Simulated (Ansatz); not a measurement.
**Geometry relaxation of BaTiO₃ (part 2 of 2)**

BaTiO₃ (P4mm, 5 atoms in the cell); DFT PBE+U, scalar-relativistic, plane waves, PAW, Ueff = 4 eV on Ti d, no spin polarisation (Ansatz 0.2.0); cutoff 420 eV, 8×8×8 k-mesh, Gaussian smearing of 0.02 eV. The structure derives from a Materials Project entry.

Output, continued
```
SCF iter   1: F=—  HF=-10156.128929 eV  |F-HF|=—  |Δ(HF+E_count)|=         —  Δρ=1.34e-4  dr2=1.40e-5  ethr=3.28e-8  ⟨swp⟩=2.0  Hψ=9567  notcnv=0
preconditioner: auto → Resta (q_TF=auto, 2.507 Å⁻¹)  ε∞=5.7  [insulator: Δε(μ)=2.267 eV  Ē_g=11.929 eV  σ=0.020 eV  W_gap=1.00  n_scr=18 (ndim 8)  ℏωp=25.8 eV  f_vac=0.000  D(μ)=0.00/eV (n_scr^D=0)  ε∞_Penn≈5.7]
SCF iter   2: F=—  HF=-10156.128927 eV  |F-HF|=—  |Δ(HF+E_count)|=   2.01e-6  Δρ=7.72e-5  dr2=3.29e-6  ethr=3.28e-8  ⟨swp⟩=2.5  Hψ=3068  notcnv=0
SCF iter   3: F=—  HF=-10156.128926 eV  |F-HF|=—  |Δ(HF+E_count)|=   4.90e-7  Δρ=3.30e-5  dr2=7.66e-7  ethr=8.22e-9  ⟨swp⟩=2.3  Hψ=2969  notcnv=0
SCF iter   4: F=—  HF=-10156.128926 eV  |F-HF|=—  |Δ(HF+E_count)|=   1.27e-7  Δρ=9.41e-6  dr2=6.34e-8  ethr=1.92e-9  ⟨swp⟩=2.3  Hψ=3111  notcnv=0
SCF iter   5: F=-10156.128926 eV  HF=-10156.128926 eV  |F-HF|=2.48e-9  |Δ(HF+E_count)|=   8.75e-9  Δρ=3.23e-6  dr2=5.71e-9  ethr=6.21e-11  ⟨swp⟩=7.9  Hψ=11844  notcnv=0
SCF 9 converged in 5 iterations: F = -10156.128926 eV  dr2 = 5.71e-9
relax step   9: F+E_penalty+E_count = -10156.12892631 eV  Δ(F+E_penalty+E_count) = +1.038e-4 eV  max|allowed force component| = 3.832e-3 eV/Å  Δτ_max = 0.0009 Å  P = +0.044 GPa  Ω = 66.376 Å³  energy of the carried Pulay correction = -1.153e-4 eV  (5 SCF iters, dr2 threshold 2.49e-8 eV, accepted)
iter 1 solved again at ethr=3.07e-8 eV; its pass at ethr=3.10e-3 eV (dr2=1.23e-5 eV) is discarded
SCF iter   1: F=—  HF=-10156.129038 eV  |F-HF|=—  |Δ(HF+E_count)|=         —  Δρ=5.56e-6  dr2=7.52e-9  ethr=3.07e-8  ⟨swp⟩=3.2  Hψ=15218  notcnv=0
preconditioner: auto → Resta (q_TF=auto, 2.507 Å⁻¹)  ε∞=5.7  [insulator: Δε(μ)=2.270 eV  Ē_g=11.932 eV  σ=0.020 eV  W_gap=1.00  n_scr=18 (ndim 8)  ℏωp=25.8 eV  f_vac=0.000  D(μ)=0.00/eV (n_scr^D=0)  ε∞_Penn≈5.7]
SCF iter   2: F=—  HF=-10156.129037 eV  |F-HF|=—  |Δ(HF+E_count)|=   8.81e-7  Δρ=2.67e-6  dr2=2.08e-9  ethr=1.88e-11  ⟨swp⟩=3.0  Hψ=3444  notcnv=0
SCF iter   3: F=—  HF=-10156.129037 eV  |F-HF|=—  |Δ(HF+E_count)|=   1.22e-9  Δρ=1.43e-6  dr2=6.61e-10  ethr=5.20e-12  ⟨swp⟩=2.0  Hψ=2545  notcnv=0
SCF iter   4: F=—  HF=-10156.129037 eV  |F-HF|=—  |Δ(HF+E_count)|=  4.78e-10  Δρ=3.08e-7  dr2=6.66e-11  ethr=1.65e-12  ⟨swp⟩=2.3  Hψ=3158  notcnv=0
SCF iter   5: F=-10156.129037 eV  HF=-10156.129037 eV  |F-HF|=1.46e-11  |Δ(HF+E_count)|=  3.64e-12  Δρ=2.19e-7  dr2=2.75e-11  ethr=1.00e-12  ⟨swp⟩=6.0  Hψ=9297  notcnv=0
SCF 10 converged in 5 iterations: F = -10156.129037 eV  dr2 = 2.75e-11
relax step  10: F+E_penalty+E_count = -10156.12903699 eV  Δ(F+E_penalty+E_count) = -1.107e-4 eV  max|allowed force component| = 3.830e-3 eV/Å  Δτ_max = 0.0000 Å  P = +0.045 GPa  Ω = 66.376 Å³  stress off target by 4.91e-2 GPa  SCF on the basis re-selected at this cell (its energy is not comparable with the rows above)  (5 SCF iters)
```

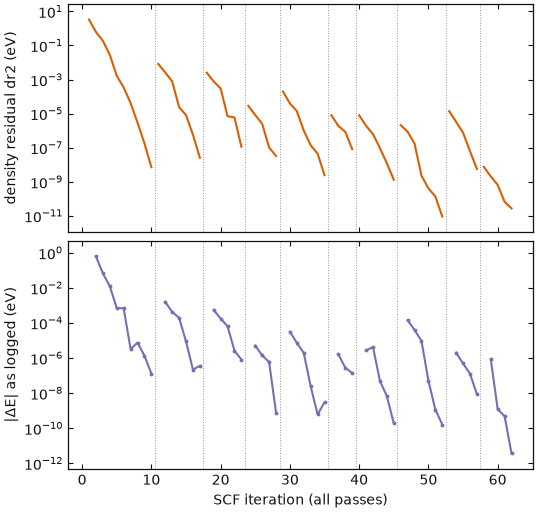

Convergence of the self-consistent field: density residual dr2 and size of the energy change against the SCF iteration. The dotted lines part the SCF passes of the relaxation: geometry steps, rejected trials and re-solves on a re-selected basis. The 10 passes take 4 to 10 iterations each, 62 in all.

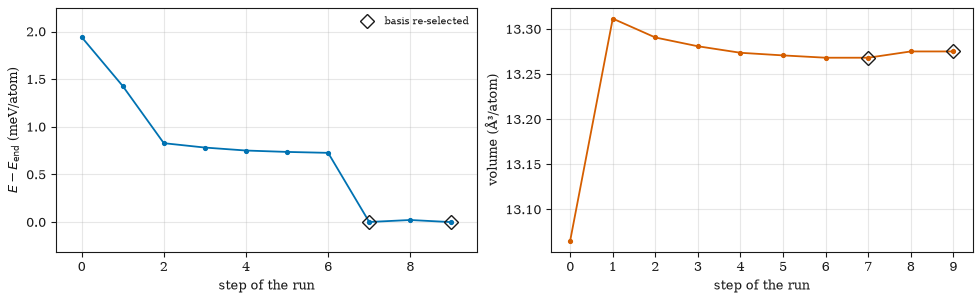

Progress of the relaxation, step by step (the first geometry is step 0 here and step 1 in the log).

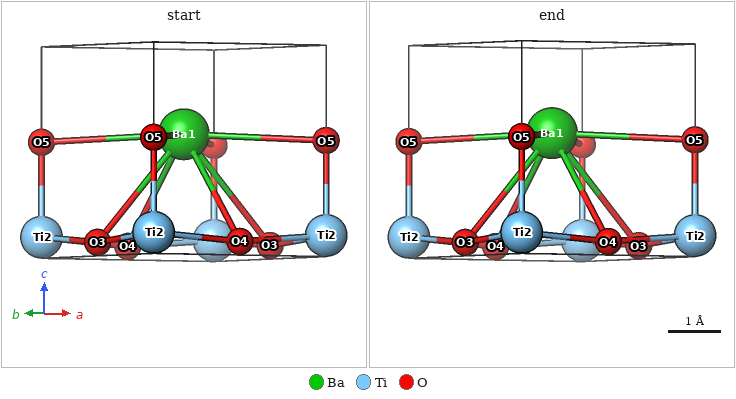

Before (left) and after (right) the relaxation, at one scale (ball-and-stick view of the cell of the calculation, seen at an oblique angle). Over 7 geometry steps the energy falls by 1.9 meV per atom. Largest force component: 0.22 eV/Å at the start, 0.0038 eV/Å at the end. The pressure goes from 2.72 to 0.05 GPa. The basis was re-selected once at an unchanged geometry, which shifts the energy a little without any move. Ba1 moves most relative to the cell: 0.009 Å. Largest moves by element: Ba 0.009 Å, O 0.003 Å, Ti 0.003 Å. The drawn cell changes as follows: a = b 3.990 → 4.011 Å (+0.5 %), c 4.103 → 4.126 Å (+0.6 %); the volume changes by +1.6 %. Distances before and after: Ba1–O3 2.916 → 2.941 Å, Ba1–O5 2.825 → 2.840 Å, Ti2–O5 1.842 → 1.856 Å, Ti2–O3 2.001 → 2.011 Å. The space group stays P4mm (No. 99). The energy change given includes the shifts at the re-selections in mid-walk, which come without any move. A last SCF at the same geometry on a re-selected plane-wave basis shifts the energy by next to nothing (0.0 meV per atom). (Atoms are counted from 1 in the order of the input.)

```
basis re-selected at this cell: Δ(F+E_penalty+E_count) = -1.107e-4 eV, ΔP = +0.001 GPa vs the last step (what re-selecting the basis moved, of the pressure what is left beyond the Pulay correction that the steps carried, after the strain that the cell walked since its last selection, with what the two solves' SCF thresholds leave and, on support functions, any second-order correction that the steps lacked; it is no measure of the basis error at this ecutwfc). This SCF's stress stands 4.91e-2 GPa from its target on what of the cell is left free (relax.cell.stress_tol is 5.00e-2 GPa) and its largest allowed force component is 3.83e-3 eV/Å (relax.f_tol is 5.00e-3 eV/Å): within both
SCF converged after 5 iterations
Free energy (F): -10156.129037 eV
Harris-Foulkes:  -10156.129037 eV  (|F-HF|=1.46e-11)
Internal energy: -10156.129037 eV  (E = F + TS)
E sigma→0 (E₀):  -10156.129037 eV
Fermi energy:    11.259331 eV
--- Per-component energies (eV) ---
  E_band       = -161.644812
  E_kinetic    = 967.732999
  E_local      = -2147.728034  (includes V_loc(G=0)·N_el)
  E_nonlocal   = 202.074482
  E_hartree    = 833.553289
  E_xc         = -491.128467
  E_vxc        = -545.618617  (∫ρ·V_xc dr)
  E_hubbard    = 3.367385  (on-site DFT+U / exact-exchange correction)
  E_vhub       = 2.349380  (the Hubbard potential's part of the band-sum identity)
  E_paw        = -6743.627786  (= ΣΔE_a)
  E_vpaw       = -307.569032  (= ΣTr[D̂ρ^β])
  E_aug_tail   = 0.007436  (compensation charges beyond the density's cutoff)
  E_ewald      = -2780.380342
  E_smearing   = -0.000000  (= −TS)
  E_closure    = 0.000000  (closes the sum)
  Σ components = -10156.129037   (vs F -10156.129037, Δ=0.00e0)
--- Forces (eV/Å), atoms counted from 1 ---
  atom   1  Ba    -0.00000000     0.00000000     0.00300684
  atom   2  Ti     0.00000000     0.00000000     0.00085892
  atom   3  O     -0.00000000     0.00000000    -0.00383227
  atom   4  O      0.00000000     0.00000000    -0.00383227
  atom   5  O      0.00000000     0.00000000     0.00378704
  max |Σ_I F_I| component: 1.17e-5 eV/Å
--- Stress (GPa, compression-positive) ---
        0.049061       0.000000      -0.000000
        0.000000       0.049061       0.000000
       -0.000000       0.000000       0.038041
  P = ⅓ Tr σ = 0.0454 GPa (0.454 kbar)
--- Band table (eV; the first three rows and the last of 75) ---
  k-point 0: bands = ["-47.6082", "-23.8343", "-23.7651", "-23.7651", "-14.8166", "-6.8280", "-6.1031", "-5.9997", "-0.0291", "0.0161", "0.0161", "7.5561", "7.6339", "7.6339", "8.7104", "8.7104", "8.8849", "9.5071", "9.6813", "9.6813", "12.3941", "12.6803", "12.6803", "13.8278", "13.9704"]
  k-point 1: bands = ["-47.6081", "-23.8387", "-23.7650", "-23.7650", "-14.8040", "-6.8294", "-6.1126", "-5.9966", "0.0337", "0.0360", "0.0360", "7.3235", "7.5971", "7.5971", "8.6039", "8.6039", "8.7730", "9.2364", "9.6355", "9.6355", "12.4076", "12.8513", "12.8513", "13.8290", "14.3047"]
  k-point 2: bands = ["-47.6078", "-23.8492", "-23.7645", "-23.7645", "-14.7734", "-6.8591", "-6.1045", "-5.9891", "0.0852", "0.0852", "0.1840", "6.7922", "7.4838", "7.4838", "8.4062", "8.4062", "8.5257", "8.7114", "9.5226", "9.5226", "12.4407", "13.2421", "13.2421", "13.8327", "14.9596"]
  k-point 74: bands = ["-47.6063", "-23.8596", "-23.8028", "-23.8028", "-14.5896", "-6.0938", "-5.9083", "-5.9083", "-0.6384", "-0.6384", "-0.5170", "5.4873", "6.3376", "6.3762", "7.7203", "7.7684", "7.7684", "9.8625", "9.8625", "10.1245", "14.2454", "14.2454", "14.3317", "16.2749", "16.5747"]
Occupation matrices written to [file]
--- Relaxed structure (8 steps of the walk, 8 accepted, 2 SCFs on fresh bases) ---
  F+E_penalty+E_count = -10156.12903699 eV   max|allowed force component| = 3.830e-3 eV/Å   (the final SCF, on the basis selected at the relaxed cell)
  cell:  # Å, volume = 66.3759 Å³
    - [4.011029621474117, 0.0, -1.2975749167671756e-32]
    - [0.0, 4.011029621474117, 0.0]
    - [-1.3340844180580155e-32, 0.0, 4.125710730163488]
  atoms:
    - { symbol: Ba, position: [0.5, 0.5, 0.5848172304186489] }
    - { symbol: Ti, position: [1.1583440127559625e-34, 0.0, 0.09922817917245794] }
    - { symbol: O, position: [5.7434557299149796e-34, 0.5, 0.06337740997553858] }
    - { symbol: O, position: [0.5, 0.0, 0.06337740997553858] }
    - { symbol: O, position: [-1.978837688458102e-34, 0.0, 0.5491967604578162] }
```

Trajectory as extended XYZ (Å, eV, eV/Å), 10 frames, from step=1 to step=10
```
5
Lattice="3.9904 0.0000 0.0000 0.0000 3.9904 0.0000 0.0000 0.0000 4.1027" Properties=species:S:1:pos:R:3:forces:R:3 step=1 energy=-10156.11933 pressure_GPa=2.72
Ba    1.9952    1.9952    2.3900    0.0000   0.0000   0.0521
Ti    0.0000    0.0000    0.4104    0.0000   0.0000  -0.2099
O     0.0000    1.9952    0.2635    0.0000   0.0000  -0.0316
O     1.9952    0.0000    0.2635    0.0000   0.0000  -0.0316
O     0.0000    0.0000    2.2522    0.0000   0.0000   0.2210
5
Lattice="4.0134 0.0000 0.0000 0.0000 4.0134 0.0000 0.0000 0.0000 4.1322" Properties=species:S:1:pos:R:3:forces:R:3 step=2 energy=-10156.12190 pressure_GPa=-0.22
Ba    2.0067    2.0067    2.4383    0.0000   0.0000  -0.1383
Ti    0.0000    0.0000    0.4041    0.0000   0.0000   0.1308
O     0.0000    2.0067    0.2608    0.0000   0.0000  -0.0559
O     2.0067    0.0000    0.2608    0.0000   0.0000  -0.0559
O     0.0000    0.0000    2.2556    0.0000   0.0000   0.1194
5
Lattice="4.0117 0.0000 0.0000 0.0000 4.0117 0.0000 0.0000 0.0000 4.1292" Properties=species:S:1:pos:R:3:forces:R:3 step=3 energy=-10156.12490 pressure_GPa=-0.13
Ba    2.0058    2.0058    2.4154    0.0000   0.0000   0.0158
Ti    0.0000    0.0000    0.4139    0.0000   0.0000  -0.0398
O     0.0000    2.0058    0.2600    0.0000   0.0000   0.0089
O     2.0058    0.0000    0.2600    0.0000   0.0000   0.0089
O     0.0000    0.0000    2.2663    0.0000   0.0000   0.0061
5
Lattice="4.0105 0.0000 0.0000 0.0000 4.0105 0.0000 0.0000 0.0000 4.1285" Properties=species:S:1:pos:R:3:forces:R:3 step=4 energy=-10156.12513 pressure_GPa=-0.00
Ba    2.0053    2.0053    2.4169    0.0000   0.0000   0.0004
Ti    0.0000    0.0000    0.4126    0.0000   0.0000  -0.0259
O     0.0000    2.0053    0.2602    0.0000   0.0000   0.0019
O     2.0053    0.0000    0.2602    0.0000   0.0000   0.0019
O     0.0000    0.0000    2.2650    0.0000   0.0000   0.0218
5
Lattice="4.0101 0.0000 0.0000 0.0000 4.0101 0.0000 0.0000 0.0000 4.1272" Properties=species:S:1:pos:R:3:forces:R:3 step=5 energy=-10156.12528 pressure_GPa=-0.06
Ba    2.0050    2.0050    2.4144    0.0000   0.0000  -0.0020
Ti    0.0000    0.0000    0.4090    0.0000   0.0000   0.0174
O     0.0000    2.0050    0.2611    0.0000   0.0000  -0.0002
O     2.0050    0.0000    0.2611    0.0000   0.0000  -0.0002
O     0.0000    0.0000    2.2673    0.0000   0.0000  -0.0150
5
Lattice="4.0103 0.0000 0.0000 0.0000 4.0103 0.0000 0.0000 0.0000 4.1259" Properties=species:S:1:pos:R:3:forces:R:3 step=6 energy=-10156.12535 pressure_GPa=-0.00
Ba    2.0051    2.0051    2.4138    0.0000   0.0000  -0.0008
Ti    0.0000    0.0000    0.4096    0.0000   0.0000   0.0012
O     0.0000    2.0051    0.2609    0.0000   0.0000   0.0008
O     2.0051    0.0000    0.2609    0.0000   0.0000   0.0008
O     0.0000    0.0000    2.2662    0.0000   0.0000  -0.0020
5
Lattice="4.0108 0.0000 0.0000 0.0000 4.0108 0.0000 0.0000 0.0000 4.1240" Properties=species:S:1:pos:R:3:forces:R:3 step=7 energy=-10156.12540 pressure_GPa=-0.00
Ba    2.0054    2.0054    2.4121    0.0000   0.0000  -0.0007
Ti    0.0000    0.0000    0.4087    0.0000   0.0000   0.0015
O     0.0000    2.0054    0.2610    0.0000   0.0000   0.0001
O     2.0054    0.0000    0.2610    0.0000   0.0000   0.0001
O     0.0000    0.0000    2.2658    0.0000   0.0000  -0.0010
5
Lattice="4.0108 0.0000 0.0000 0.0000 4.0108 0.0000 0.0000 0.0000 4.1240" Properties=species:S:1:pos:R:3:forces:R:3 step=8 energy=-10156.12903 pressure_GPa=0.09
Ba    2.0054    2.0054    2.4121    0.0000   0.0000  -0.0007
Ti    0.0000    0.0000    0.4087    0.0000   0.0000   0.0015
O     0.0000    2.0054    0.2610    0.0000   0.0000   0.0001
O     2.0054    0.0000    0.2610    0.0000   0.0000   0.0001
O     0.0000    0.0000    2.2658    0.0000   0.0000  -0.0011
5
Lattice="4.0110 0.0000 0.0000 0.0000 4.0110 0.0000 0.0000 0.0000 4.1257" Properties=species:S:1:pos:R:3:forces:R:3 step=9 energy=-10156.12893 pressure_GPa=0.04
Ba    2.0055    2.0055    2.4128    0.0000   0.0000   0.0030
Ti    0.0000    0.0000    0.4094    0.0000   0.0000   0.0009
O     0.0000    2.0055    0.2615    0.0000   0.0000  -0.0038
O     2.0055    0.0000    0.2615    0.0000   0.0000  -0.0038
O     0.0000    0.0000    2.2658    0.0000   0.0000   0.0038
5
Lattice="4.0110 0.0000 0.0000 0.0000 4.0110 0.0000 0.0000 0.0000 4.1257" Properties=species:S:1:pos:R:3:forces:R:3 step=10 energy=-10156.12904 pressure_GPa=0.05
Ba    2.0055    2.0055    2.4128    0.0000   0.0000   0.0030
Ti    0.0000    0.0000    0.4094    0.0000   0.0000   0.0009
O     0.0000    2.0055    0.2615    0.0000   0.0000  -0.0038
O     2.0055    0.0000    0.2615    0.0000   0.0000  -0.0038
O     0.0000    0.0000    2.2658    0.0000   0.0000   0.0038
```

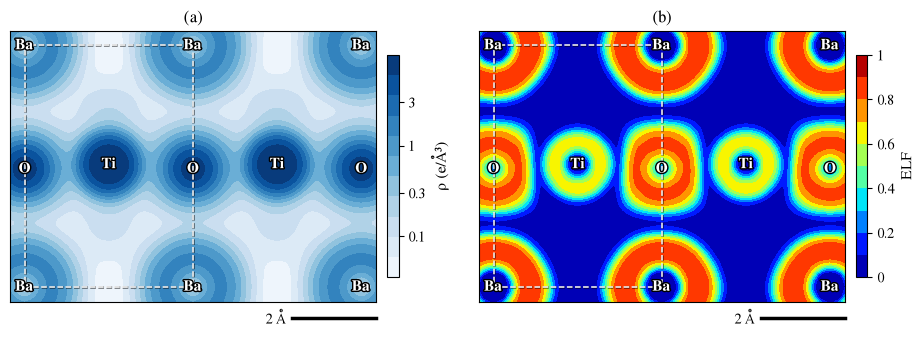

(a) valence electron density; (b) electron localisation function on the (011̄) plane of the conventional cell. The section cuts through Ba, Ti and O sites. Ti–O (2.01 Å): ρ at the midpoint is about 0.61 e/Å³; the ELF is about 0.20 at the midpoint. Away from the nuclei the density in this plane falls to 0.04 e/Å³ at its lowest. The strong features right at Ba and Ti lie inside the PAW spheres (semicore, d or f shells) and say nothing about bonding. Core electrons are frozen (PAW), so the fields are smoothed inside the atomic spheres.

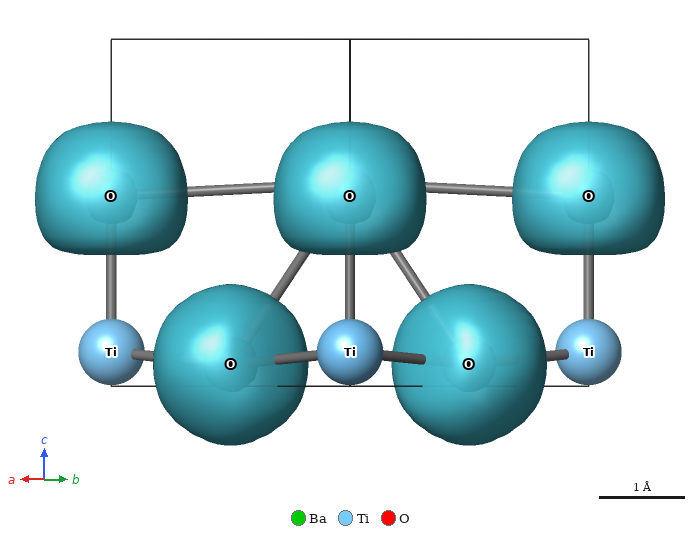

Isosurface of the electron localisation function at 0.65 (cyan), seen along [110]. Core shells and regions of very low density are left out. Sticks mark near contacts. The outline is the cell set on symmetry axes. Profiles from the grid: Ti–O (1.86 Å): the ELF is about 0.25 at the midpoint. Ba–O (2.81 Å): the ELF is about 0.10 at the midpoint (a contact without a shared pair).

This output came from the following input.

The input
```yaml
crystal:
  lattice:
    - [3.99037921, 0.0, 0.0]
    - [0.0, 3.99037921, 0.0]
    - [0.0, 0.0, 4.10265539]
  atoms:
    - { symbol: Ba, position: [0.5, 0.5, 0.58254146] }
    - { symbol: Ti, position: [0.0, 0.0, 0.1000427] }
    - { symbol: O, position: [0.0, 0.5, 0.06422054] }
    - { symbol: O, position: [0.5, 0.0, 0.06422054] }
    - { symbol: O, position: [0.0, 0.0, 0.54897175] }
basis:
  ecutwfc: 420
kpoints:
  mp_grid: { grid: [8, 8, 8] }
hamiltonian:
  xc: pbe
  hubbard: { sites: [{ species: Ti, l: d, u_eff: 4.0 }] }
scf:
  occupations: { method: gaussian, width: 0.02 }
output:
  forces: true
  stress: true
  eigenvalues: true
  write_density: true
  write_potential: true
  elf: true
  volumetric_format: npy
relax:
  adjacent_minimum: "off"
  f_tol: 0.005
  max_steps: 80
  cell: { stress_tol: 0.05 }
```

Launch command:
```bash
ansatz run input.yaml --threads 1 --pin off --max-ram 2560MiB --backend cpu --events-out ev --progress --plain --runs-dir out
```

Key numbers

```csv
quantity,value
outcome,converged
space group (tolerance 0.01 Å),P4mm (99)
electrons treated,40
free energy,−10156.1290 eV
Fermi energy,11.259 eV
gap on the k-point mesh,2.27 eV
pressure,0.05 GPa
final volume,66.38 Å³
largest force (length of the vector) at the end,0.004 eV/Å
final cell,"a = 4.011 Å, b = 4.011 Å, c = 4.126 Å, α = 90.00°, β = 90.00°, γ = 90.00°"
hardware,"1 thread of Intel Xeon @ 2.70GHz, 189 GiB of memory available, shared host"
wall time,2.9 min
peak memory,0.5 GiB
```
